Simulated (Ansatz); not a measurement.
**Sc: a failed or faulty run and its cure**

System: Sc (Fm-3m, 1 atom in the cell).
Method of run 1: DFT, PBE, all-electron LAPW (Ansatz 0.2.0).

Text and figures count atoms from 1; the logs count them from 0 in places.

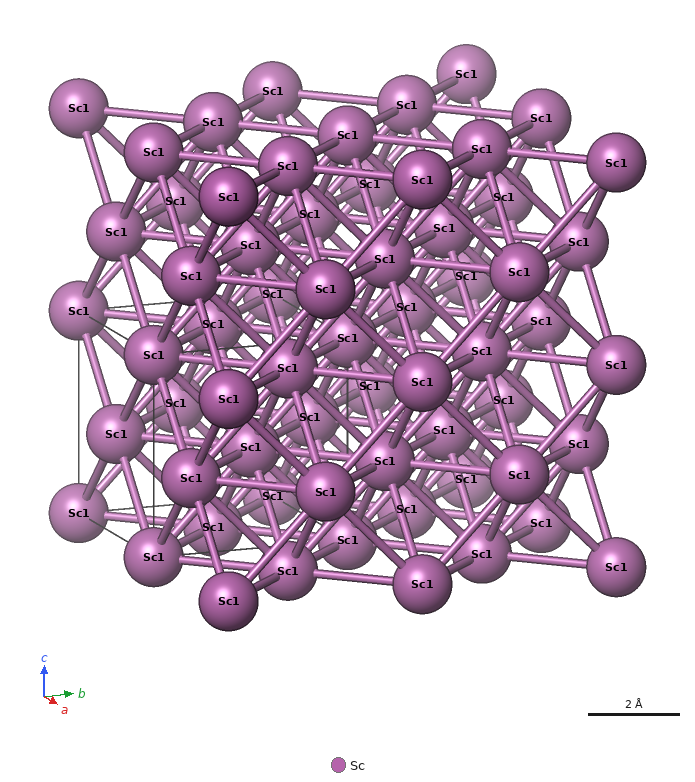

**Figure 1.** The structure as given in the input (ball-and-stick view of the cell 4 times as large as that of the calculation, set on its symmetry axes, repeated 2 × 2 × 2, seen slightly off an axis; atoms are numbered from 1 in the order of the input). An atom can appear more than once, as a periodic image.

**Input file, run 1**
```yaml
crystal:
  lattice:
    - [0.0, 2.2860404442, 2.2860404442]
    - [2.2860404442, 0.0, 2.2860404442]
    - [2.2860404442, 2.2860404442, 0.0]
  atoms:
    - { symbol: Sc, position: [0.0, 0.0, 0.0] }
kpoints:
  mp_grid: { grid: [13, 13, 13] }
scf:
  max_iter: 50
hamiltonian:
  xc: pbe
  pseudopotentials: { kind: all_electron, lapw: { basis_error: 0.00025 } }
output:
  forces: true
  stress: true
  eigenvalues: true
```

Launched with:
```bash
ansatz run input.yaml --threads 1 --pin off --max-ram 2048MiB --backend cpu --events-out ev --progress --plain --runs-dir out
```

Hardware: 1 thread of Arm Neoverse V2, 24 GiB of memory available, shared host.

**Output (run 1)**
```
Error: YAML parse error: `scf.occupations.method` is required: fixed only where the cell keeps a band gap throughout the run, explicit beside scf.occupations.values (under evaluate: without them), else a smearing such as fermi_dirac (scf.occupations.width is optional; its entry in the input reference gives the default)
```

Diagnose this run and give a change of the input that cures it.

Answer. The input was spoiled on purpose: no occupation method (`scf.occupations`). The program refused the input: “YAML parse error: `scf.occupations.method` is required: fixed only where the cell keeps a band gap throughout the run, explicit beside scf.occupations.values (under evaluate: without them), else a smearing such as fermi_dirac (scf.occupations.width is optional; its entry in the input reference gives the default)”

A run of the same system that converges differs from this input as follows (lines with − go, lines with + come):
```diff
-  max_iter: 50
+  occupations: { method: fermi_dirac, width: 0.03 }
```

**Output, shortened to warnings, some set-up lines, iterations and results (run 2)**
```
Basis set: ecut = 197.31360488045306 eV, 169 PW (Γ), exchange–correlation at level 2
Symmetry: 48 space group operations
k-points: 84 of 2197
Initial density: superposition of atomic densities (chi_scale 0.1, normalization cell)
[...]
SCF iter   1: F=—  HF=-20795.544900 eV  |F-HF|=—  |Δ(HF+E_count)|=         —  Δρ=1.07e-2  dr2=2.71e-2  ethr=2.43e-4  ⟨swp⟩=3.0  Hψ=6319  notcnv=0
SCF iter   2: F=—  HF=-20795.503785 eV  |F-HF|=—  |Δ(HF+E_count)|=   4.11e-2  Δρ=4.60e-3  dr2=5.68e-3  ethr=2.43e-4  ⟨swp⟩=2.0  Hψ=2773  notcnv=0
SCF iter   3: F=—  HF=-20795.503971 eV  |F-HF|=—  |Δ(HF+E_count)|=   1.86e-4  Δρ=2.32e-3  dr2=1.39e-3  ethr=5.17e-5  ⟨swp⟩=2.0  Hψ=2410  notcnv=0
SCF iter   4: F=—  HF=-20795.504256 eV  |F-HF|=—  |Δ(HF+E_count)|=   2.85e-4  Δρ=1.22e-4  dr2=3.06e-6  ethr=2.78e-8  ⟨swp⟩=2.7  Hψ=4162  notcnv=0
SCF iter   5: F=—  HF=-20795.504258 eV  |F-HF|=—  |Δ(HF+E_count)|=   1.47e-6  Δρ=1.28e-5  dr2=2.87e-8  ethr=2.78e-8  ⟨swp⟩=2.8  Hψ=2494  notcnv=0
SCF iter   6: F=-20795.504258 eV  HF=-20795.504258 eV  |F-HF|=1.16e-10  |Δ(HF+E_count)|=   1.86e-8  Δρ=5.83e-7  dr2=6.55e-11  ethr=2.61e-10  ⟨swp⟩=2.5  Hψ=2470  notcnv=0
SCF 1 converged in 6 iterations: F = -20795.504258 eV  dr2 = 6.55e-11
SCF converged after 6 iterations
Free energy (F): -20795.504258 eV
Harris-Foulkes:  -20795.504258 eV  (|F-HF|=1.16e-10)
Internal energy: -20795.498095 eV  (E = F + TS)
E sigma→0 (E₀):  -20795.501176 eV
Entropy (-TS):   -0.006163 eV (-6.163 meV/atom)
Fermi energy:    10.002405 eV
--- Per-component energies (eV) ---
  E_band       = -160.218116
  E_kinetic    = 20977.325929
  E_xc         = -1063.697280
  E_electrostatic = -40709.126743  (all electrons and nuclei)
  E_smearing   = -0.006163  (= −TS)
  E_closure    = 0.000000  (closes the sum)
  E_atoms      = -20790.993794  (free atoms, spherical and without spin; not in F)
  Σ components = -20795.504258   (vs F -20795.504258, Δ=0.00e0)
  Basis errors (estimates in eV, not in F): energy 2.2e-5 per atom: plane waves 1.6e-5 (8.2e-6 summed), levels above the bands 2.3e-98, relativity 2.3e-9, radial functions 5.4e-6, core shells 5.0e-9; eigenvalues (radial functions only) 3.0e-7; not estimated: angular momenta, meshes, grids; target …
--- Forces (eV/Å), atoms counted from 1 ---
  atom   1  Sc     0.00000000    -0.00000000     0.00000000
  max |Σ_I F_I| component: 3.60e-33 eV/Å
--- Stress (GPa, compression-positive) ---
        1.637388       0.000000      -0.000000
        0.000000       1.637388      -0.000000
       -0.000000      -0.000000       1.637388
  P = ⅓ Tr σ = 1.6374 GPa (16.374 kbar)
```

**The two runs side by side**

| quantity | run 1 | run 2 |
| --- | --- | --- |
| outcome | refused | converged |
| free energy per atom (eV) | – | −20795.5043 |
| pressure (GPa) | – | 1.64 |
| volume per atom (Å³) | – | 23.89 |
| largest force (eV/Å) | – | 0.000 |
| SCF iterations | – | 6 |
| irreducible k-points | – | 84 |
| plane waves at Γ | – | 169 |
